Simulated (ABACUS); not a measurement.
**A series of single points on KCl**

System: KCl (Pm-3m, 2 atoms in the cell).
Method: Kohn-Sham DFT of a periodic cell, PBEsol, PseudoDojo NC SR 0.4.1 PBEsol standard, no spin polarisation (ABACUS 3.10.1).

The 7 runs differ only in the geometry, by an even scaling of the cell at fixed fractional positions. The structure derives from a Materials Project entry.

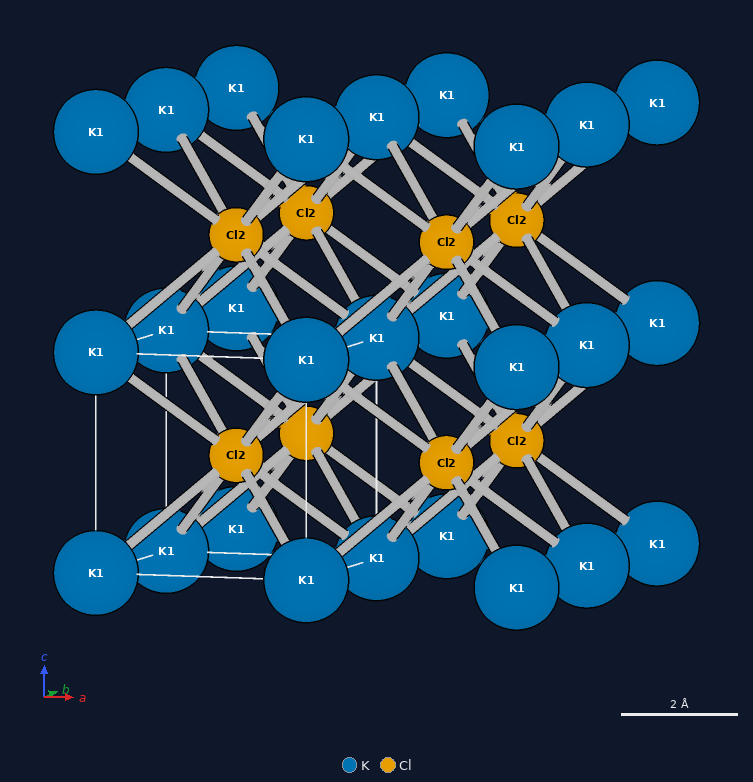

Figure 1. The structure of run 4 (ball-and-stick view of the cell of the calculation, repeated 2 × 2 × 2, seen slightly off an axis; atoms are numbered from 1 in the order of the input). An atom can appear more than once, as a periodic image.

### Input of run 4
```
INPUT_PARAMETERS
suffix              KCl
calculation         scf
basis_type          pw
pseudo_dir          ./
symmetry            1
dft_functional      pbesol
ecutwfc             74
pseudo_rcut         7
nspin               1
nbands              12
ks_solver           dav
smearing_method     fd
smearing_sigma      0.00367493
scf_thr             1e-08
scf_nmax            100
mixing_type         broyden
mixing_beta         0.7
cal_force           1
cal_stress          1
kpar                4
```

### File STRU of run 4
```
ATOMIC_SPECIES
K 39.0983 K.upf
Cl 35.4500 Cl.upf

LATTICE_CONSTANT
1.8897261246

LATTICE_VECTORS
3.8391960000 0.0000000000 0.0000000000
0.0000000000 3.8391960000 0.0000000000
0.0000000000 0.0000000000 3.8391960000

ATOMIC_POSITIONS
Direct

K
0.0
1
0.0000000000 0.0000000000 0.0000000000 1 1 1

Cl
0.0
1
0.5000000000 0.5000000000 0.5000000000 1 1 1
```

### File KPT of run 4
```
K_POINTS
0
Gamma
7 7 7 0 0 0
```

Command:
```bash
OMP_NUM_THREADS=1 mpirun -np 4 abacus > log
```

Run 6 differs from it as follows:
```diff
-3.8391960000 0.0000000000 0.0000000000
-0.0000000000 3.8391960000 0.0000000000
-0.0000000000 0.0000000000 3.8391960000
+3.8897175305 0.0000000000 0.0000000000
+0.0000000000 3.8897175305 0.0000000000
+0.0000000000 0.0000000000 3.8897175305
```

### Results, with one run withheld

| run | volume per atom (Å³) | free energy per atom, from the lowest run given (meV) | pressure (GPa) | gap on the mesh (eV) |
| --- | --- | --- | --- | --- |
| 1 | 26.596 | 0.00 | −0.40 | 4.90 |
| 2 | 27.162 | 2.12 | −0.80 | 4.81 |
| 3 | 27.728 | 5.56 | −1.15 | 4.73 |
| 4 | 28.294 | 10.16 | −1.45 | 4.64 |
| 5 | 28.860 | 15.78 | −1.72 | 4.57 |
| 6 | 29.426 | ? | ? | ? |
| 7 | 29.991 | 29.59 | −2.17 | 4.43 |

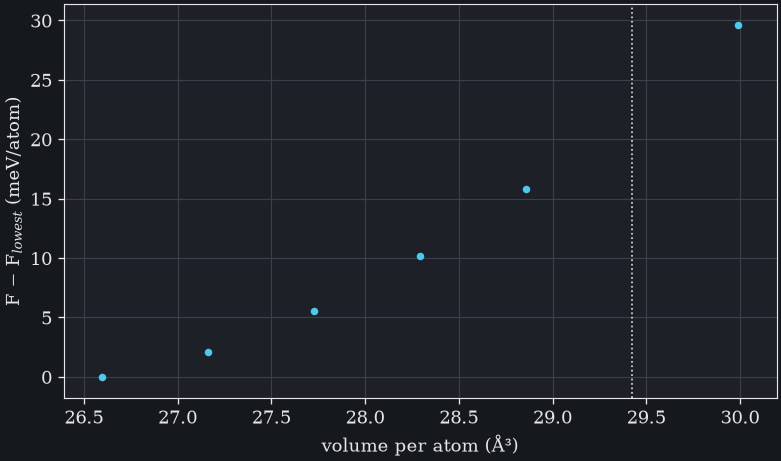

Figure 2. Free energy per atom of the runs given; the dotted line marks run 6.

Estimate the energy of run 6 from the others.

A cubic polynomial in V^(−2/3) (the Birch–Murnaghan form), fitted to the 6 runs given, misses them by under 0.01 meV per atom. With x = V^(−2/3) − 0.10827 Å⁻², it reads F = 8.2073 − 3241.4 x + 2.9063e+05 x² + 1.1945e+06 x³ (meV per atom). At run 6 it gives 22.30 meV per atom, and the run itself gives 22.29. The slope of the fit gives a pressure −dF/dV of −1.96 GPa there, and the run prints −1.96 GPa. The fit has no minimum inside this range. The gap on the mesh goes, without turning, from 4.90 eV in run 1 to 4.43 eV in run 7; run 6 has 4.49 eV. These are gaps of this functional on this mesh, which can miss the band edges; they aren't the measured gap.

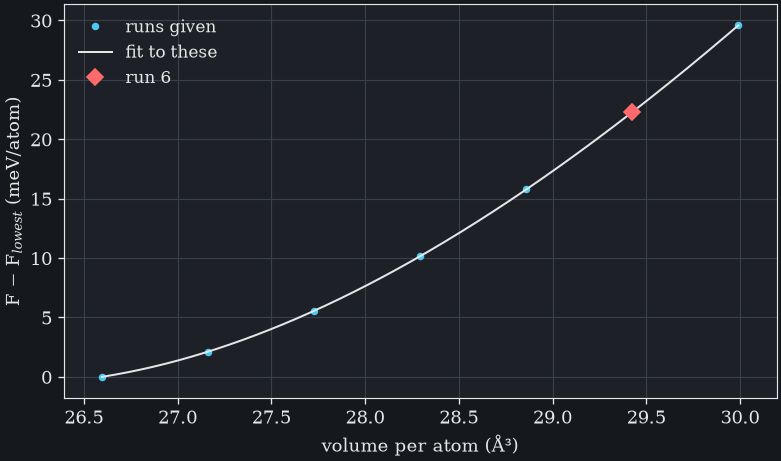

Figure 3. The fit and the withheld run.

### Some lines of the output (run 6)
```
[...]
                          Volume (Bohr^3) = 397.147
                             Volume (A^3) = 58.851
 E_Fermi        0.2717109351         3.6968169257
 E_Fermi        0.3828538132         5.2089933606
 E_Fermi        0.2039261018         2.7745569555
 E_Fermi        0.3768589209         5.1274286663
 E_Fermi        0.3765300118         5.1229536278
 E_Fermi        0.3764065112         5.1212733169
 E_KS(sigma->0) -92.9865685585       -1265.1471698638
 E_Fermi        0.3764934624         5.1224563490
 final etot is -1265.1471699 eV
 EFERMI = 5.122456349 eV
 TOTAL-PRESSURE: -19.607411 KBAR
 !FINAL_ETOT_IS -1265.1471698638335965 eV
```
